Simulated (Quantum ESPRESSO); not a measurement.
**Energy of Cs$_{2}$AgBiBr$_{6}$ along an even scaling of the cell**

System: Cs$_{2}$AgBiBr$_{6}$ (10 atoms in the cell).
Method: Kohn-Sham DFT of a periodic cell, PBEsol, PseudoDojo 0.4.1 SR PBEsol standard, no spin polarisation (Quantum ESPRESSO 7.5).

The 7 runs differ only in the geometry, by an even scaling of the cell at fixed fractional positions. The structure derives from an entry of the Crystallography Open Database.

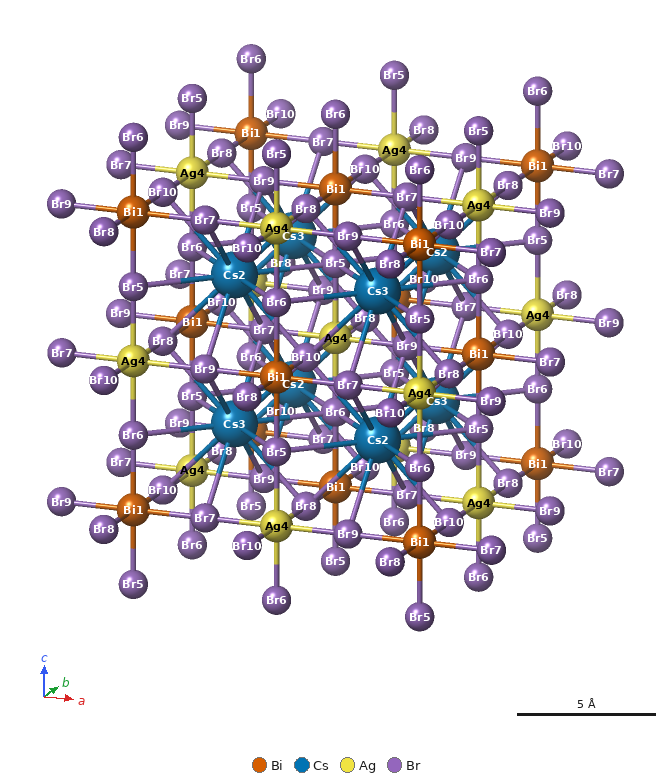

Figure 1. The structure of run 4 (ball-and-stick view of the cell 4 times as large as that of the calculation, set on its symmetry axes, seen slightly off an axis; bonded neighbours outside the cell are drawn too; atoms are numbered from 1 in the order of the input). An atom can appear more than once, as a periodic image.

### Input of run 4
```
&CONTROL
  calculation = 'scf'
  prefix = 'pwscf'
  outdir = './tmp'
  pseudo_dir = './pseudo'
  tstress = .true.
  disk_io = 'nowf'
/
&SYSTEM
  ibrav = 0
  nat = 10
  ntyp = 4
  ecutwfc = 82
  nbnd = 61
  occupations = 'smearing'
  smearing = 'fd'
  degauss = 0.00367493
/
&ELECTRONS
  conv_thr = 2d-09
  electron_maxstep = 120
  mixing_beta = 0.5
/
ATOMIC_SPECIES
Bi   208.9804 Bi.upf
Cs   132.9055 Cs.upf
Ag   107.8682 Ag.upf
Br    79.9040 Br.upf
CELL_PARAMETERS angstrom
   0.0000000000    5.6161000000    5.6161000000
   5.6161000000    0.0000000000    5.6161000000
   5.6161000000    5.6161000000    0.0000000000
ATOMIC_POSITIONS crystal
Bi     0.0000000000    0.0000000000    0.0000000000
Cs     0.7500000000    0.7500000000    0.7500000000
Cs     0.2500000000    0.2500000000    0.2500000000
Ag     0.5000000000    0.5000000000    0.5000000000
Br     0.7494500000    0.7494500000    0.2505500000
Br     0.2505500000    0.2505500000    0.7494500000
Br     0.7494500000    0.2505500000    0.2505500000
Br     0.7494500000    0.2505500000    0.7494500000
Br     0.2505500000    0.7494500000    0.7494500000
Br     0.2505500000    0.7494500000    0.2505500000
K_POINTS automatic
3 3 3 0 0 0
```

Command:
```bash
OMP_NUM_THREADS=1 mpirun -n 2 pw.x -nk 2 -in pw.in > pw.out
```

Run 5 differs from it as follows:
```diff
-   0.0000000000    5.6161000000    5.6161000000
-   5.6161000000    0.0000000000    5.6161000000
-   5.6161000000    5.6161000000    0.0000000000
+   0.0000000000    5.6532937992    5.6532937992
+   5.6532937992    0.0000000000    5.6532937992
+   5.6532937992    5.6532937992    0.0000000000
```

### Results, with one run withheld

| run | volume per atom (Å³) | free energy per atom, from the lowest run given (meV) | pressure (GPa) | gap on the mesh (eV) |
| --- | --- | --- | --- | --- |
| 1 | 33.301 | 12.51 | 1.99 | 1.80 |
| 2 | 34.010 | 5.34 | 1.24 | 1.81 |
| 3 | 34.718 | 1.29 | 0.58 | 1.82 |
| 4 | 35.427 | 0.00 | −0.01 | 1.82 |
| 5 | 36.136 | ? | ? | ? |
| 6 | 36.844 | 4.52 | −0.99 | 1.83 |
| 7 | 37.553 | 9.80 | −1.40 | 1.84 |

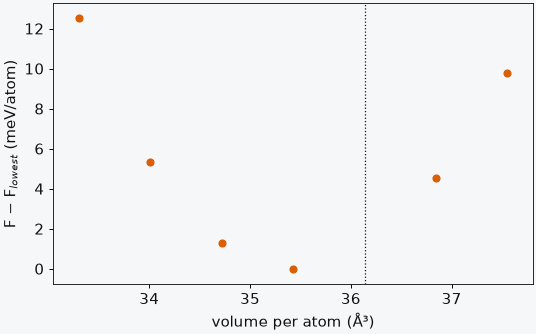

Figure 2. Free energy per atom of the runs given; the dotted line marks run 5.

Fit the runs given and predict run 5.

A cubic polynomial in V^(−2/3) (the Birch–Murnaghan form), fitted to the 6 runs given, misses them by under 0.01 meV per atom. With x = V^(−2/3) − 0.09301 Å⁻², it reads F = 0.078936 + 495.72 x + 8.0583e+05 x² + 4.1701e+06 x³ (meV per atom). At run 5 it gives 1.17 meV per atom, and the run itself gives 1.17. The slope of the fit gives a pressure −dF/dV of −0.52 GPa there, and the run prints −0.53 GPa. The fit has its minimum at 35.430 Å³ per atom, where V d²F/dV² gives 27.7 GPa. Cell shape and fractional positions are held, so this is the stiffness under even scaling; the relaxed bulk modulus wasn't computed. The gap on the mesh goes, without turning, from 1.80 eV in run 1 to 1.84 eV in run 7; run 5 has 1.83 eV. These are gaps of this functional on this mesh, which can miss the band edges; they aren't the measured gap.

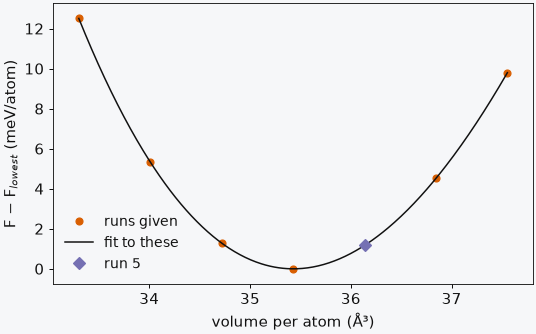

Figure 3. The fit and the withheld run.

### Some lines of the output (run 5)
```
[...]
     total energy              =    -756.46289774 Ry
     total energy              =    -756.53699791 Ry
     total energy              =    -756.54585381 Ry
     total energy              =    -756.54691835 Ry
     total energy              =    -756.54733198 Ry
     total energy              =    -756.54736675 Ry
     total energy              =    -756.54737208 Ry
     total energy              =    -756.54737234 Ry
     total energy              =    -756.54737237 Ry
     the Fermi energy is     4.6379 ev
!    total energy              =    -756.54737237 Ry
     The total energy is F=E-TS. E is the sum of the following terms:
     Computing stress (Cartesian axis) and pressure
          total   stress  (Ry/bohr**3)                   (kbar)     P=       -5.30
```

Notes: Spin–orbit coupling is left out, which matters for Bi.
